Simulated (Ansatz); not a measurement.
Al$_{32}$H: nudged elastic band (part 1 of 2)

- system: Al$_{32}$H (defect cell, 33 atoms in the cell)
- method: DFT PBE, scalar-relativistic, plane waves, PAW, PAW set soft_1 (Ansatz 0.2.0)

The run did not end well. It belongs to a series of runs on one base structure; here: band between the two ends.

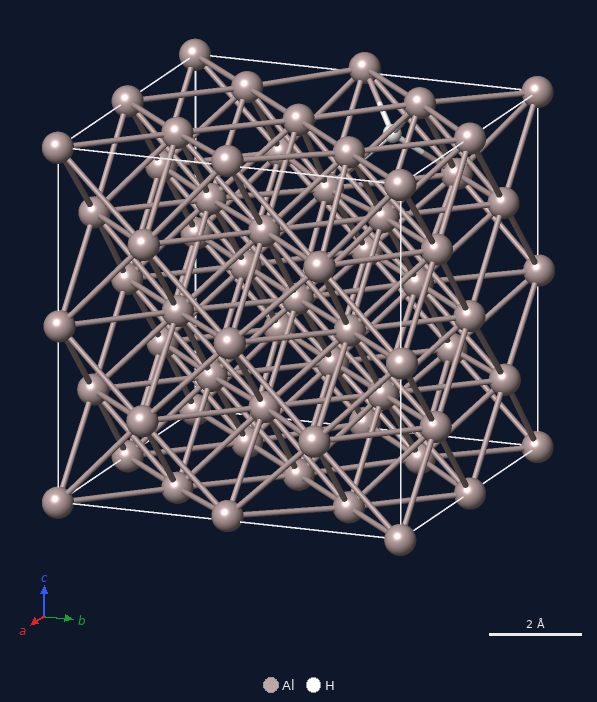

Figure 1. The input geometry (ball-and-stick view of the cell of the calculation, seen slightly off an axis). An atom can appear more than once, as a periodic image.

The input:
```yaml
crystal:
  lattice:
    - [8.1, 0.0, 0.0]
    - [0.0, 8.1, 0.0]
    - [0.0, 0.0, 8.1]
  atoms:
    - { symbol: Al, position: [0.50354511, 0.00355359, -0.00042193] }
    - { symbol: Al, position: [0.74569219, 0.24565022, -0.00032574] }
    - { symbol: Al, position: [0.74825221, 0.00128054, 0.25129561] }
    - { symbol: Al, position: [0.00129061, -0.00067583, -0.00126227] }
    - { symbol: Al, position: [0.24850792, 0.25026858, -0.0012909] }
    - { symbol: Al, position: [0.4993312, 0.50131976, -0.00126287] }
    - { symbol: Al, position: [0.7502771, 0.74848759, -0.00127774] }
    - { symbol: Al, position: [0.24944421, 0.00361589, 0.25362899] }
    - { symbol: Al, position: [0.50128056, 0.24822092, 0.25129697] }
    - { symbol: Al, position: [0.74561175, 0.5004056, 0.25387499] }
    - { symbol: Al, position: [0.50124459, 0.00124613, 0.49853198] }
    - { symbol: Al, position: [0.74829721, 0.2482665, 0.49854613] }
    - { symbol: Al, position: [0.74576949, 0.00370994, 0.75024023] }
    - { symbol: Al, position: [-0.00973754, 0.49033337, 0.00996791] }
    - { symbol: Al, position: [0.25897005, 0.75887805, 0.00942747] }
    - { symbol: Al, position: [0.00037829, 0.24557808, 0.2538678] }
    - { symbol: Al, position: [0.24855871, 0.50129779, 0.24934462] }
    - { symbol: Al, position: [0.50361784, 0.74941691, 0.25363916] }
    - { symbol: Al, position: [0.0004141, 0.00369973, 0.49606105] }
    - { symbol: Al, position: [0.24950758, 0.24572803, 0.49605373] }
    - { symbol: Al, position: [0.50370859, 0.50043886, 0.49604313] }
    - { symbol: Al, position: [0.74576938, 0.74947697, 0.49605361] }
    - { symbol: Al, position: [0.2485949, -0.00067306, 0.75105219] }
    - { symbol: Al, position: [0.50371187, 0.24571739, 0.75023745] }
    - { symbol: Al, position: [0.75033535, 0.50156282, 0.75134224] }
    - { symbol: Al, position: [0.00126278, 0.74853, 0.24934511] }
    - { symbol: Al, position: [0.00149428, 0.5015242, 0.50045646] }
    - { symbol: Al, position: [0.24861656, 0.74858222, 0.50038441] }
    - { symbol: Al, position: [0.00154105, 0.25032477, 0.75134957] }
    - { symbol: Al, position: [0.25931624, 0.49052753, 0.74021166] }
    - { symbol: Al, position: [0.49933422, 0.74856656, 0.75104722] }
    - { symbol: Al, position: [-0.00952787, 0.75920875, 0.74022719] }
    - { symbol: H, position: [0.12449673, 0.62446811, 0.87487219] }
basis:
  ecutwfc: 420.0
kpoints:
  mp_grid: { grid: [2, 2, 2] }
hamiltonian:
  xc: pbe
  pseudopotentials: { kind: paw, azcp: { folder: soft_1 } }
scf:
  occupations: { method: gaussian, width: 0.05 }
  lower_state_search: "off"
neb:
  images: 3
  f_tol: 0.05
  initial_path: idpp
  max_iterations: 80
  final_atoms:
    - { symbol: Al, position: [0.50414899, -0.00414899, 0.00299686] }
    - { symbol: Al, position: [0.75043069, 0.25216239, 0.00167017] }
    - { symbol: Al, position: [0.74865228, -0.00154996, 0.24834139] }
    - { symbol: Al, position: [0.00237432, 0.00019913, 0.00166646] }
    - { symbol: Al, position: [0.25802845, 0.24197155, 0.01213994] }
    - { symbol: Al, position: [0.49980087, 0.49762568, 0.00166646] }
    - { symbol: Al, position: [0.7460303, 0.7539697, 0.00298134] }
    - { symbol: Al, position: [0.24902784, -0.00475395, 0.25169424] }
    - { symbol: Al, position: [0.50475395, 0.25097216, 0.25169424] }
    - { symbol: Al, position: [0.74543587, 0.4988171, 0.25170737] }
    - { symbol: Al, position: [0.501553, -0.001553, 0.50164989] }
    - { symbol: Al, position: [0.74543436, 0.25098149, 0.49829516] }
    - { symbol: Al, position: [0.74603824, -0.00416105, 0.74701328] }
    - { symbol: Al, position: [-0.00784406, 0.50784406, 0.01214451] }
    - { symbol: Al, position: [0.24783761, 0.74956931, 0.00167017] }
    - { symbol: Al, position: [0.00215355, 0.25194504, 0.24824399] }
    - { symbol: Al, position: [0.24805496, 0.49784645, 0.24824399] }
    - { symbol: Al, position: [0.50154996, 0.75134772, 0.24834139] }
    - { symbol: Al, position: [0.00117248, -0.00475315, 0.49830444] }
    - { symbol: Al, position: [0.24805743, 0.25194257, 0.50176251] }
    - { symbol: Al, position: [0.50475315, 0.49882752, 0.49830444] }
    - { symbol: Al, position: [0.74865761, 0.75134239, 0.50166379] }
    - { symbol: Al, position: [0.24783558, 0.00020825, 0.74833022] }
    - { symbol: Al, position: [0.49979175, 0.25216442, 0.74833022] }
    - { symbol: Al, position: [0.75042437, 0.49762936, 0.74833918] }
    - { symbol: Al, position: [0.0011829, 0.75456413, 0.25170737] }
    - { symbol: Al, position: [0.0021588, 0.4978412, 0.50175119] }
    - { symbol: Al, position: [0.24901851, 0.75456564, 0.49829516] }
    - { symbol: Al, position: [-0.00784588, 0.24196553, 0.73786244] }
    - { symbol: Al, position: [0.25803447, 0.50784588, 0.73786244] }
    - { symbol: Al, position: [0.50416105, 0.75396176, 0.74701328] }
    - { symbol: Al, position: [0.00237064, 0.74957563, 0.74833918] }
    - { symbol: H, position: [0.12519546, 0.37480454, 0.87499703] }
  order_check: true
```

Machine: 2 threads of Arm Neoverse V1, 24 GiB of memory available, shared host.

Launch command:
```bash
ansatz run input.yaml --threads 2 --pin off --max-ram 5120MiB --backend cpu --events-out ev --progress --plain --runs-dir out
```

Output:
```
Warning: neb: disabling space-group detection — the band's intermediate images generally break the endpoint symmetry, so no spatial operation reduces the k-mesh or symmetrises the density, except that a semilocal band can use its path's symmetry ahead of convergence; time reversal is kept, so that k and −k are solved as one point where they differ and the mesh holds both, and exact exchange and, on two spinor components, a DFT+U term hold to it where the run has them: on two components no moment then forms, and a state that bears one, which a typed moment (crystal.atoms[].spin; refused beside efield: under a hybrid functional) reaches, can lie lower, under hf by electronvolts; crystal.symmetry.detect: false (a key that needs symmetry detection or time reversal refuses this as the deck is read) with time_reversal: false beside it drops time reversal too
Engine: ansatz 0.2.0, aarch64-unknown-linux-gnu
Pseudopotentials: kind: paw
Pseudopotential: Al, paw, valence charge 3, recommended cutoff 420 eV (normal), [file]
Pseudopotential: H, paw, valence charge 1, recommended cutoff 420 eV (normal), [file]
Functional definition: PBE
  parameter kappa = 0.804
  parameter beta = 0.06672455060314922
  exchange = pbe_x(kappa = kappa, mu = beta*pi^2/3)
  correlation = pbe_c(beta = beta)
parallel-image band execution: 2 concurrent image workers
NEB image 0
Crystal: 33 atoms, lattice volume = 531.441 Å³
Basis set: ecut = 420 eV, 10395 PW (Γ), exchange–correlation on 120×120×120 points (8 copies of the dense FFT grid, shifted against one another)
Bands: 82, of which v1, the nominal top of the filled ones, is band 49 counted from 1 (48 counted from 0)
Symmetry: 1 space group operations
k-points: 8
Non-local potential: Al, projectors of the file, l = 0: 2, l = 1: 2, l = 2: 1
Non-local potential: H, projectors of the file, l = 0: 2, l = 1: 1
PAW form: soft (Blöchl's): semilocal exchange-correlation on the pseudo side does not see the compensation charge
PAW one-centre angular grid: Al, 110 points (default); XC on 64 Gauss nodes
PAW one-centre angular grid: H, 110 points (default); XC on 64 Gauss nodes
Initial density: superposition of atomic densities (chi_scale 0.1, normalization cell, long waves kept (reshape's long-wave potential 0.06 eV rms))
Initial wavefunctions: pseudopotential atomic-orbital guess
Functional: x = pbe(κ = 0.804, μ = 0.2195149727645171), c = pbe(β = 0.06672455060314922)
SCF iter   1: F=—  HF=-17216.520306 eV  |F-HF|=—  |Δ(HF+E_count)|=         —  Δρ=2.45e-2  dr2=4.45e0  ethr=3.10e-3  ⟨swp⟩=5.4  Hψ=2824  notcnv=0  defer=20
preconditioner: auto → Kerker (q_TF=auto, 2.055 Å⁻¹)  [metal: Δε(μ)=0.006 eV  Ē_g=6.894 eV  σ=0.050 eV  W_gap=0.07  n_scr=80 (ndim 8)  ℏωp=15.9 eV  f_vac=0.000  D(μ)=34.13/eV (n_scr^D=364)]
SCF iter   2: F=—  HF=-17215.888028 eV  |F-HF|=—  |Δ(HF+E_count)|=   6.32e-1  Δρ=1.54e-2  dr2=1.47e0  ethr=3.10e-3  ⟨swp⟩=1.0  Hψ=760  notcnv=0  defer=32
preconditioner: auto → Resta (q_TF=auto, 2.055 Å⁻¹)  ε∞=6.3  [insulator: Δε(μ)=0.055 eV  Ē_g=6.889 eV  σ=0.050 eV  W_gap=0.51  n_scr=80 (ndim 8)  ℏωp=15.9 eV  f_vac=0.000  D(μ)=34.28/eV (n_scr^D=364)  ε∞_Penn≈6.3]
SCF iter   3: F=—  HF=-17215.280046 eV  |F-HF|=—  |Δ(HF+E_count)|=   6.08e-1  Δρ=3.45e-3  dr2=5.54e-1  ethr=1.51e-3  ⟨swp⟩=2.0  Hψ=532  notcnv=0  defer=138
SCF iter   4: F=—  HF=-17215.220909 eV  |F-HF|=—  |Δ(HF+E_count)|=   5.91e-2  Δρ=8.25e-4  dr2=4.99e-3  ethr=5.71e-4  ⟨swp⟩=1.9  Hψ=606  notcnv=0  defer=179
SCF iter   5: F=—  HF=-17215.219143 eV  |F-HF|=—  |Δ(HF+E_count)|=   1.77e-3  Δρ=2.00e-4  dr2=1.06e-3  ethr=5.15e-6  ⟨swp⟩=2.6  Hψ=981  notcnv=0  defer=180
SCF iter   6: F=—  HF=-17215.218983 eV  |F-HF|=—  |Δ(HF+E_count)|=   1.60e-4  Δρ=8.32e-5  dr2=2.63e-4  ethr=1.09e-6  ⟨swp⟩=2.1  Hψ=679  notcnv=0  defer=180
SCF iter   7: F=—  HF=-17215.218958 eV  |F-HF|=—  |Δ(HF+E_count)|=   2.45e-5  Δρ=4.13e-5  dr2=3.58e-5  ethr=2.71e-7  ⟨swp⟩=2.0  Hψ=620  notcnv=0  defer=180
SCF iter   8: F=—  HF=-17215.218681 eV  |F-HF|=—  |Δ(HF+E_count)|=   2.77e-4  Δρ=6.90e-6  dr2=4.70e-7  ethr=3.69e-8  ⟨swp⟩=2.4  Hψ=747  notcnv=0  defer=180
SCF iter   9: F=—  HF=-17215.218681 eV  |F-HF|=—  |Δ(HF+E_count)|=   1.48e-8  Δρ=2.62e-6  dr2=3.63e-7  ethr=1.03e-10  ⟨swp⟩=4.0  Hψ=1628  notcnv=0
SCF iter  10: F=-17215.218681 eV  HF=-17215.218681 eV  |F-HF|=2.90e-8  |Δ(HF+E_count)|=   3.26e-8  Δρ=9.36e-7  dr2=3.26e-8  ethr=1.03e-10  ⟨swp⟩=2.4  Hψ=1721  notcnv=0
SCF 1 converged in 10 iterations: F = -17215.218681 eV  dr2 = 3.26e-8
  greatest PAW one-centre occupation: 0.457 electrons in one spin orbital (limit 2), on the Al atom at site 13 (counted from 0), in its partial waves of l = 0
NSCF: frozen V_eff on 8 k-points
NEB image 4
SCF iter   1: F=—  HF=-17216.535709 eV  |F-HF|=—  |Δ(HF+E_count)|=         —  Δρ=2.44e-2  dr2=4.10e0  ethr=3.10e-3  ⟨swp⟩=5.5  Hψ=2778  notcnv=0  defer=22
preconditioner: auto → Kerker (q_TF=auto, 2.055 Å⁻¹)  [metal: Δε(μ)=0.010 eV  Ē_g=6.897 eV  σ=0.050 eV  W_gap=0.12  n_scr=80 (ndim 8)  ℏωp=15.9 eV  f_vac=0.000  D(μ)=24.93/eV (n_scr^D=250)]
SCF iter   2: F=—  HF=-17215.910240 eV  |F-HF|=—  |Δ(HF+E_count)|=   6.25e-1  Δρ=1.55e-2  dr2=1.52e0  ethr=3.10e-3  ⟨swp⟩=1.0  Hψ=760  notcnv=0  defer=31
SCF iter   3: F=—  HF=-17215.232217 eV  |F-HF|=—  |Δ(HF+E_count)|=   6.78e-1  Δρ=1.67e-3  dr2=1.74e-2  ethr=1.57e-3  ⟨swp⟩=2.5  Hψ=752  notcnv=0  defer=133
SCF iter   4: F=—  HF=-17215.224391 eV  |F-HF|=—  |Δ(HF+E_count)|=   7.83e-3  Δρ=2.47e-4  dr2=7.01e-4  ethr=1.79e-5  ⟨swp⟩=2.2  Hψ=800  notcnv=0  defer=180
SCF iter   5: F=—  HF=-17215.224191 eV  |F-HF|=—  |Δ(HF+E_count)|=   2.00e-4  Δρ=3.90e-5  dr2=1.51e-5  ethr=7.22e-7  ⟨swp⟩=3.0  Hψ=880  notcnv=0  defer=180
SCF iter   6: F=—  HF=-17215.223925 eV  |F-HF|=—  |Δ(HF+E_count)|=   2.66e-4  Δρ=7.33e-6  dr2=6.55e-7  ethr=1.56e-8  ⟨swp⟩=2.1  Hψ=990  notcnv=0  defer=180
SCF iter   7: F=-17215.223924 eV  HF=-17215.223924 eV  |F-HF|=1.43e-8  |Δ(HF+E_count)|=   8.98e-8  Δρ=1.48e-6  dr2=2.37e-8  ethr=1.03e-10  ⟨swp⟩=4.0  Hψ=1572  notcnv=0
SCF 2 converged in 7 iterations: F = -17215.223924 eV  dr2 = 2.37e-8
  greatest PAW one-centre occupation: 0.456 electrons in one spin orbital (limit 2), on the Al atom at site 13 (counted from 0), in its partial waves of l = 0
NSCF: frozen V_eff on 8 k-points
NEB end point (image 0): max|allowed force component| = 1.454e-2 eV/Å (the criterion of neb.relax_end_points is 1.000e-2)
NEB end point (image 4): max|allowed force component| = 1.824e-2 eV/Å (the criterion of neb.relax_end_points is 1.000e-2)
NEB image 1
SCF iter   1: F=—  HF=-17216.400887 eV  |F-HF|=—  |Δ(HF+E_count)|=         —  Δρ=2.49e-2  dr2=5.02e0  ethr=3.10e-3  ⟨swp⟩=6.4  Hψ=2974  notcnv=0  defer=11
preconditioner: auto → Kerker (q_TF=auto, 2.055 Å⁻¹)  [metal: Δε(μ)=0.055 eV  Ē_g=6.886 eV  σ=0.050 eV  W_gap=0.49  n_scr=80 (ndim 8)  ℏωp=15.9 eV  f_vac=0.000  D(μ)=23.24/eV (n_scr^D=202)]
SCF iter   2: F=—  HF=-17215.691074 eV  |F-HF|=—  |Δ(HF+E_count)|=   7.10e-1  Δρ=1.56e-2  dr2=1.64e0  ethr=3.10e-3  ⟨swp⟩=1.0  Hψ=760  notcnv=0  defer=36
SCF iter   3: F=—  HF=-17215.019211 eV  |F-HF|=—  |Δ(HF+E_count)|=   6.72e-1  Δρ=2.13e-3  dr2=3.27e-2  ethr=1.69e-3  ⟨swp⟩=2.1  Hψ=552  notcnv=0  defer=140
[...]
  greatest PAW one-centre occupation: 0.461 electrons in one spin orbital (limit 2), on the Al atom at site 14 (counted from 0), in its partial waves of l = 0
NEB image 2
preconditioner: auto → Kerker (q_TF=auto, 2.055 Å⁻¹)  [metal: Δε(μ)=0.010 eV  Ē_g=6.882 eV  σ=0.050 eV  W_gap=0.11  n_scr=80 (ndim 8)  ℏωp=15.9 eV  f_vac=0.000  D(μ)=22.57/eV (n_scr^D=178)]
  greatest PAW one-centre occupation: 0.461 electrons in one spin orbital (limit 2), on the Al atom at site 4 (counted from 0), in its partial waves of l = 0
NEB image 3
preconditioner: auto → Kerker (q_TF=auto, 2.055 Å⁻¹)  [metal: Δε(μ)=0.030 eV  Ē_g=6.887 eV  σ=0.050 eV  W_gap=0.32  n_scr=80 (ndim 8)  ℏωp=15.9 eV  f_vac=0.000  D(μ)=22.12/eV (n_scr^D=178)]
NEB iter   1: max|band force component| = 4.103e-1 eV/Å  barrier→ = 0.3869 eV  barrier← = 0.3921 eV  CI = image 2  Δτ_max = 0.0700 Å  (39 SCF iters)
NEB image 1
Initial density: handed on by an earlier stage of this run
Initial wavefunctions: those handed on with the density
preconditioner: auto → Kerker (q_TF=auto, 2.055 Å⁻¹)  [metal: Δε(μ)=0.007 eV  Ē_g=6.874 eV  σ=0.050 eV  W_gap=0.07  n_scr=80 (ndim 8)  ℏωp=15.9 eV  f_vac=0.000  D(μ)=35.34/eV (n_scr^D=364)]
NEB image 2
preconditioner: auto → Kerker (q_TF=auto, 2.055 Å⁻¹)  [metal: Δε(μ)=0.011 eV  Ē_g=6.867 eV  σ=0.050 eV  W_gap=0.12  n_scr=80 (ndim 8)  ℏωp=15.9 eV  f_vac=0.000  D(μ)=32.40/eV (n_scr^D=340)]
NEB image 3
preconditioner: auto → Kerker (q_TF=auto, 2.055 Å⁻¹)  [metal: Δε(μ)=0.038 eV  Ē_g=6.875 eV  σ=0.050 eV  W_gap=0.40  n_scr=80 (ndim 8)  ℏωp=15.9 eV  f_vac=0.000  D(μ)=25.25/eV (n_scr^D=250)]
NEB iter   2: max|band force component| = 2.017e-1 eV/Å  barrier→ = 0.3347 eV  barrier← = 0.3399 eV  CI = image 2  Δτ_max = 0.0951 Å  (18 SCF iters)
[... from here on the SCF iterations and repeated set-up lines of each step are left out, up to the last step ...]
NEB image 1
NEB image 2
NEB image 3
NEB iter   3: max|band force component| = 1.213e-1 eV/Å  barrier→ = 0.3170 eV  barrier← = 0.3222 eV  CI = image 2  Δτ_max = 0.1970 Å  (16 SCF iters)
NEB image 1
NEB image 2
NEB image 3
NEB iter   4: max|band force component| = 1.723e-1 eV/Å  barrier→ = 0.2840 eV  barrier← = 0.2893 eV  CI = image 2  Δτ_max = 0.1964 Å  (17 SCF iters)
NEB image 1
NEB image 2
NEB image 3
NEB iter   5: max|band force component| = 1.765e-1 eV/Å  barrier→ = 0.2534 eV  barrier← = 0.2586 eV  CI = image 2  Δτ_max = 0.1952 Å  (16 SCF iters)
NEB image 1
NEB image 2
NEB image 3
NEB iter   6: max|band force component| = 1.568e-1 eV/Å  barrier→ = 0.2237 eV  barrier← = 0.2290 eV  CI = image 2  Δτ_max = 0.1966 Å  (17 SCF iters)
NEB image 1
NEB image 2
NEB image 3
NEB iter   7: max|band force component| = 1.530e-1 eV/Å  barrier→ = 0.1891 eV  barrier← = 0.1944 eV  CI = image 2  Δτ_max = 0.0995 Å  (20 SCF iters)
NEB image 1
NEB image 2
NEB image 3
NEB iter   8: max|band force component| = 1.408e-1 eV/Å  barrier→ = 0.1868 eV  barrier← = 0.1920 eV  CI = image 2  Δτ_max = 0.1975 Å  (17 SCF iters)
NEB image 1
NEB image 2
NEB image 3
NEB iter   9: max|band force component| = 2.631e-1 eV/Å  barrier→ = 0.1967 eV  barrier← = 0.2019 eV  CI = image 2  Δτ_max = 0.0997 Å  (18 SCF iters)
NEB image 1
NEB image 2
NEB image 3
NEB iter  10: max|band force component| = 2.925e-1 eV/Å  barrier→ = 0.2047 eV  barrier← = 0.2099 eV  CI = image 2  Δτ_max = 0.1991 Å  (16 SCF iters)
NEB image 1
NEB image 2
NEB image 3
NEB iter  11: max|band force component| = 3.381e-1 eV/Å  barrier→ = 0.2134 eV  barrier← = 0.2186 eV  CI = image 2  Δτ_max = 0.2000 Å  (16 SCF iters)
NEB image 1
NEB image 2
NEB image 3
NEB iter  12: max|band force component| = 4.328e-1 eV/Å  barrier→ = 0.2603 eV  barrier← = 0.2655 eV  CI = image 2  Δτ_max = 0.1996 Å  (17 SCF iters)
NEB image 1
NEB image 2
NEB image 3
NEB iter  13: max|band force component| = 3.675e-1 eV/Å  barrier→ = 0.3181 eV  barrier← = 0.3233 eV  CI = image 2  Δτ_max = 0.1994 Å  (20 SCF iters)
NEB image 1
NEB image 2
NEB image 3
NEB iter  14: max|band force component| = 1.689e-1 eV/Å  barrier→ = 0.2509 eV  barrier← = 0.2561 eV  CI = image 2  Δτ_max = 0.1940 Å  (20 SCF iters)
NEB image 1
NEB image 2
NEB image 3
NEB iter  15: max|band force component| = 8.276e-1 eV/Å  barrier→ = 0.3798 eV  barrier← = 0.3851 eV  CI = image 2  Δτ_max = 0.0989 Å  (18 SCF iters)
NEB image 1
NEB image 2
NEB image 3
NEB iter  16: max|band force component| = 5.219e-1 eV/Å  barrier→ = 0.3109 eV  barrier← = 0.3161 eV  CI = image 2  Δτ_max = 0.1972 Å  (18 SCF iters)
NEB image 1
NEB image 2
NEB image 3
NEB iter  17: max|band force component| = 3.645e-1 eV/Å  barrier→ = 0.2710 eV  barrier← = 0.2762 eV  CI = image 2  Δτ_max = 0.2000 Å  (19 SCF iters)
NEB image 1
NEB image 2
NEB image 3
NEB iter  18: max|band force component| = 2.368e-1 eV/Å  barrier→ = 0.2229 eV  barrier← = 0.2282 eV  CI = image 2  Δτ_max = 0.1984 Å  (19 SCF iters)
NEB image 1
NEB image 2
NEB image 3
NEB iter  19: max|band force component| = 1.288e-1 eV/Å  barrier→ = 0.2111 eV  barrier← = 0.2164 eV  CI = image 2  Δτ_max = 0.1989 Å  (18 SCF iters)
NEB image 1
NEB image 2
NEB image 3
NEB iter  20: max|band force component| = 3.843e-1 eV/Å  barrier→ = 0.2533 eV  barrier← = 0.2585 eV  CI = image 2  Δτ_max = 0.2000 Å  (19 SCF iters)
NEB image 1
NEB image 2
NEB image 3
NEB iter  21: max|band force component| = 3.354e-1 eV/Å  barrier→ = 0.2327 eV  barrier← = 0.2379 eV  CI = image 2  Δτ_max = 0.1982 Å  (19 SCF iters)
NEB image 1
NEB image 2
NEB image 3
NEB iter  22: max|band force component| = 5.042e-1 eV/Å  barrier→ = 0.2906 eV  barrier← = 0.2958 eV  CI = image 2  Δτ_max = 0.1981 Å  (18 SCF iters)
NEB image 1
NEB image 2
NEB image 3
NEB iter  23: max|band force component| = 7.002e-1 eV/Å  barrier→ = 0.3570 eV  barrier← = 0.3622 eV  CI = image 2  Δτ_max = 0.0995 Å  (21 SCF iters)
NEB image 1
NEB image 2
NEB image 3
NEB iter  24: max|band force component| = 1.237e0 eV/Å  barrier→ = 0.5280 eV  barrier← = 0.5333 eV  CI = image 2  Δτ_max = 0.1972 Å  (20 SCF iters)
NEB image 1
NEB image 2
NEB image 3
NEB iter  25: max|band force component| = 1.321e0 eV/Å  barrier→ = 0.5436 eV  barrier← = 0.5489 eV  CI = image 2  Δτ_max = 0.1946 Å  (19 SCF iters)
NEB image 1
NEB image 2
NEB image 3
NEB iter  26: max|band force component| = 8.580e-1 eV/Å  barrier→ = 0.4649 eV  barrier← = 0.4701 eV  CI = image 2  Δτ_max = 0.1905 Å  (20 SCF iters)
NEB image 1
NEB image 2
NEB image 3
NEB iter  27: max|band force component| = 1.229e0 eV/Å  barrier→ = 0.6399 eV  barrier← = 0.6451 eV  CI = image 2  Δτ_max = 0.1916 Å  (20 SCF iters)
NEB image 1
NEB image 2
NEB image 3
NEB iter  28: max|band force component| = 1.893e0 eV/Å  barrier→ = 1.4657 eV  barrier← = 1.4710 eV  CI = image 2  Δτ_max = 0.1983 Å  (21 SCF iters)
NEB image 1
NEB image 2
NEB image 3
```
